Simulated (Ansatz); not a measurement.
## What a change does: single-point calculation on BN

System: BN (F-43m, 2 atoms in the cell).
Method of run A: DFT PBEsol + D3(BJ), scalar-relativistic, plane waves, PAW, no spin polarisation (Ansatz 0.2.0).

The structure derives from an entry of the Crystallography Open Database. Text and figures count atoms from 1; the logs count them from 0 in places.

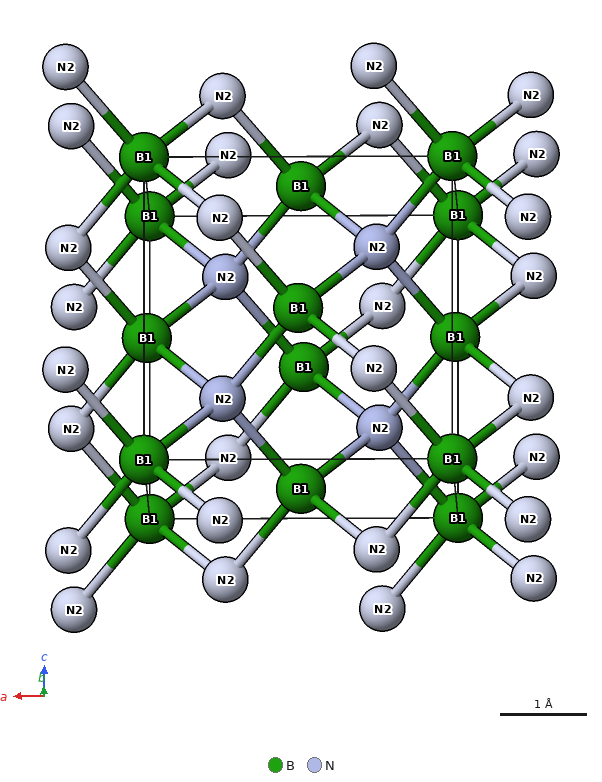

The input geometry (ball-and-stick view of the cell 4 times as large as that of the calculation, set on its symmetry axes, seen at an oblique angle; neighbours outside the cell are drawn fainter; atoms are numbered from 1 in the order of the input). An atom can appear more than once, as a periodic image.

The input, run A:
```yaml
crystal:
  lattice:
    - [0.0, 1.8074995743, 1.8074995743]
    - [1.8074995743, 0.0, 1.8074995743]
    - [1.8074995743, 1.8074995743, 0.0]
  atoms:
    - { symbol: B, position: [0.0, 0.0, 0.0] }
    - { symbol: "N", position: [0.75, 0.75, 0.75] }
basis:
  ecutwfc: 420
  ecutrho_ratio: 4
kpoints:
  mp_grid: { grid: [12, 12, 12] }
hamiltonian:
  xc: pbesol
  dispersion: d3bj
scf:
  occupations: { method: gaussian, width: 0.05 }
output:
  forces: true
  stress: true
  eigenvalues: true
```

Command:
```bash
ansatz run input.yaml --threads 4 --pin off --max-ram 8192MiB --backend cpu --events-out ev --progress --plain --runs-dir out
```

Hardware: 4 threads of Arm Neoverse V1, 24 GiB of memory available, shared host.

Output, shortened to warnings, some set-up lines, iterations and results (run A):
```
Basis set: ecut = 420 eV, 259 PW (Γ), exchange–correlation on 36×36×36 points (8 copies of the dense FFT grid, shifted against one another)
Symmetry: 24 space group operations
k-points: 72 of 1728 (time reversal used)
Initial density: superposition of atomic densities (neutral atoms: chi_scale 0, normalization atom), corrected by the library's trained network
[...]
SCF iter   1: F=—  HF=-534.125964 eV  |F-HF|=—  |Δ(HF+E_count)|=         —  Δρ=8.93e-3  dr2=7.24e-3  ethr=1.77e-3  ⟨swp⟩=4.3  Hψ=3648  notcnv=0
SCF iter   2: F=—  HF=-534.123769 eV  |F-HF|=—  |Δ(HF+E_count)|=   2.19e-3  Δρ=2.53e-3  dr2=5.85e-4  ethr=9.05e-5  ⟨swp⟩=2.3  Hψ=1481  notcnv=0
SCF iter   3: F=—  HF=-534.123598 eV  |F-HF|=—  |Δ(HF+E_count)|=   1.71e-4  Δρ=8.35e-4  dr2=5.95e-5  ethr=7.31e-6  ⟨swp⟩=2.0  Hψ=837  notcnv=0
SCF iter   4: F=—  HF=-534.123587 eV  |F-HF|=—  |Δ(HF+E_count)|=   1.10e-5  Δρ=1.54e-4  dr2=1.53e-6  ethr=7.43e-7  ⟨swp⟩=2.0  Hψ=864  notcnv=0
SCF iter   5: F=-534.123587 eV  HF=-534.123587 eV  |F-HF|=2.40e-9  |Δ(HF+E_count)|=   1.48e-7  Δρ=9.67e-6  dr2=4.15e-9  ethr=1.91e-8  ⟨swp⟩=2.0  Hψ=858  notcnv=0
SCF iter   6: F=-534.123587 eV  HF=-534.123587 eV  |F-HF|=2.48e-11  |Δ(HF+E_count)|=   2.91e-9  Δρ=8.23e-7  dr2=1.74e-11  ethr=5.19e-11  ⟨swp⟩=1.2  Hψ=1856  notcnv=0
SCF 1 converged in 6 iterations: F = -534.123587 eV  dr2 = 1.74e-11
SCF converged after 6 iterations
Free energy (F): -534.123587 eV
Harris-Foulkes:  -534.123587 eV  (|F-HF|=2.48e-11)
Internal energy: -534.123587 eV  (E = F + TS)
E sigma→0 (E₀):  -534.123587 eV
Fermi energy:    13.278907 eV
--- Per-component energies (eV) ---
  E_band       = 25.910131
  E_kinetic    = 184.960473
  E_local      = -174.378908  (includes V_loc(G=0)·N_el)
  E_nonlocal   = 56.699675
  E_hartree    = 48.432348
  E_xc         = -92.666737
  E_vxc        = -115.684176  (∫ρ·V_xc dr)
  E_paw        = -198.540694  (= ΣΔE_a)
  E_vpaw       = -22.551752  (= ΣTr[D̂ρ^β])
  E_aug_tail   = 0.000100  (compensation charges beyond the density's cutoff)
  E_ewald      = -358.384734
  E_disp       = -0.287920  (pairwise vdW)
  E_core_change = 0.042810  (= ΣΔE_core)
  E_smearing   = -0.000000  (= −TS)
  E_closure    = -0.000000  (closes the sum)
  Σ components = -534.123587   (vs F -534.123587, Δ=0.00e0)
--- Forces (eV/Å), atoms counted from 1 ---
  atom   1  B     -0.00000000    -0.00000000     0.00000000
  atom   2  N      0.00000000     0.00000000     0.00000000
  max |Σ_I F_I| component: 5.55e-16 eV/Å
--- Stress (GPa, compression-positive) ---
       -6.917390       0.000000       0.000000
        0.000000      -6.917390       0.000000
       -0.000000       0.000000      -6.917390
  P = ⅓ Tr σ = -6.9174 GPa (-69.174 kbar)
```

The input of run B differs as follows (lines with − go, lines with + come):
```diff
-  dispersion: d3bj
```

What does this change do to the results?

The total energies belong to different models, so their difference says nothing on which is more stable or more accurate. The pressure goes from −6.92 to −2.94 GPa. The dispersion correction adds attraction between all atoms, which pulls the cell inwards and lowers the pressure. The number of SCF iterations is the same.

Output, shortened to warnings, some set-up lines, iterations and results (run B):
```
Basis set: ecut = 420 eV, 259 PW (Γ), exchange–correlation on 36×36×36 points (8 copies of the dense FFT grid, shifted against one another)
Symmetry: 24 space group operations
k-points: 72 of 1728 (time reversal used)
Initial density: superposition of atomic densities (neutral atoms: chi_scale 0, normalization atom), corrected by the library's trained network
[...]
SCF iter   1: F=—  HF=-533.838044 eV  |F-HF|=—  |Δ(HF+E_count)|=         —  Δρ=8.93e-3  dr2=7.24e-3  ethr=1.77e-3  ⟨swp⟩=4.3  Hψ=3648  notcnv=0
SCF iter   2: F=—  HF=-533.835849 eV  |F-HF|=—  |Δ(HF+E_count)|=   2.19e-3  Δρ=2.53e-3  dr2=5.85e-4  ethr=9.05e-5  ⟨swp⟩=2.3  Hψ=1481  notcnv=0
SCF iter   3: F=—  HF=-533.835678 eV  |F-HF|=—  |Δ(HF+E_count)|=   1.71e-4  Δρ=8.35e-4  dr2=5.95e-5  ethr=7.31e-6  ⟨swp⟩=2.0  Hψ=837  notcnv=0
SCF iter   4: F=—  HF=-533.835667 eV  |F-HF|=—  |Δ(HF+E_count)|=   1.10e-5  Δρ=1.54e-4  dr2=1.53e-6  ethr=7.43e-7  ⟨swp⟩=2.0  Hψ=864  notcnv=0
SCF iter   5: F=-533.835667 eV  HF=-533.835667 eV  |F-HF|=2.40e-9  |Δ(HF+E_count)|=   1.48e-7  Δρ=9.67e-6  dr2=4.15e-9  ethr=1.91e-8  ⟨swp⟩=2.0  Hψ=858  notcnv=0
SCF iter   6: F=-533.835667 eV  HF=-533.835667 eV  |F-HF|=2.48e-11  |Δ(HF+E_count)|=   2.91e-9  Δρ=8.23e-7  dr2=1.74e-11  ethr=5.19e-11  ⟨swp⟩=1.2  Hψ=1856  notcnv=0
SCF 1 converged in 6 iterations: F = -533.835667 eV  dr2 = 1.74e-11
SCF converged after 6 iterations
Free energy (F): -533.835667 eV
Harris-Foulkes:  -533.835667 eV  (|F-HF|=2.48e-11)
Internal energy: -533.835667 eV  (E = F + TS)
E sigma→0 (E₀):  -533.835667 eV
Fermi energy:    13.278907 eV
--- Per-component energies (eV) ---
  E_band       = 25.910131
  E_kinetic    = 184.960473
  E_local      = -174.378908  (includes V_loc(G=0)·N_el)
  E_nonlocal   = 56.699675
  E_hartree    = 48.432348
  E_xc         = -92.666737
  E_vxc        = -115.684176  (∫ρ·V_xc dr)
  E_paw        = -198.540694  (= ΣΔE_a)
  E_vpaw       = -22.551752  (= ΣTr[D̂ρ^β])
  E_aug_tail   = 0.000100  (compensation charges beyond the density's cutoff)
  E_ewald      = -358.384734
  E_core_change = 0.042810  (= ΣΔE_core)
  E_smearing   = -0.000000  (= −TS)
  E_closure    = -0.000000  (closes the sum)
  Σ components = -533.835667   (vs F -533.835667, Δ=0.00e0)
--- Forces (eV/Å), atoms counted from 1 ---
  atom   1  B     -0.00000000    -0.00000000     0.00000000
  atom   2  N      0.00000000     0.00000000     0.00000000
  max |Σ_I F_I| component: 5.55e-16 eV/Å
--- Stress (GPa, compression-positive) ---
       -2.944990       0.000000       0.000000
        0.000000      -2.944990       0.000000
       -0.000000       0.000000      -2.944990
  P = ⅓ Tr σ = -2.9450 GPa (-29.450 kbar)
```

The two runs side by side:

```csv
quantity,run A,run B
outcome,converged,converged
free energy per atom (eV),−267.0618,−266.9178
gap on the mesh (eV),4.29,4.29
pressure (GPa),−6.92,−2.94
largest force (eV/Å),0.000,0.000
SCF iterations,6,6
irreducible k-points,72,72
plane waves at Γ,259,259
```

For run A: The cell is under a tension of 6.9 GPa at this level, so it is not at its equilibrium volume.
